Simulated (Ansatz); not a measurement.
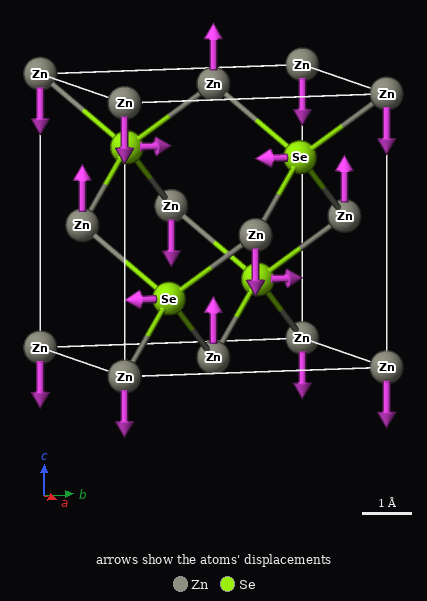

Normal modes of solid ZnSe, space group F-43m (No. 216), at the zone centre of a doubled cell. The levels lie at 72 (×2), 195, 200, 204 (×3), 210 (×2) cm⁻¹. One mode is drawn. The pink arrows give the relative displacements of the atoms. The picture is a ball-and-stick view of the conventional cell (2 times the calculation's cell), seen slightly off an axis. Lengths and directions refer to the drawn axes.

Level of theory: Ansatz, DFT r2SCAN, scalar-relativistic, plane waves, PAW. Settings: plane-wave cutoff 500 eV; k-point mesh 8 × 8 × 6; occupations gaussian; smearing width 0.05 eV; no spin polarisation.

Frequencies are those without the non-analytic (LO–TO) term.

Q: To which level does it belong?

A: The level at 72 cm⁻¹. This is a doubly degenerate mode (one member of the set is drawn), the lowest level (the three translations aside). Atoms of one kind move against one another, with no net shift of any sublattice; it mainly bends the Se–Zn bonds; the kinetic energy is shared as Zn 63 %, Se 37 %. It changes sign from one half of the doubled cell to the other: it belongs to the zone boundary, q = (0, 1/2, 1/2) in the reciprocal vectors of the undoubled cell.
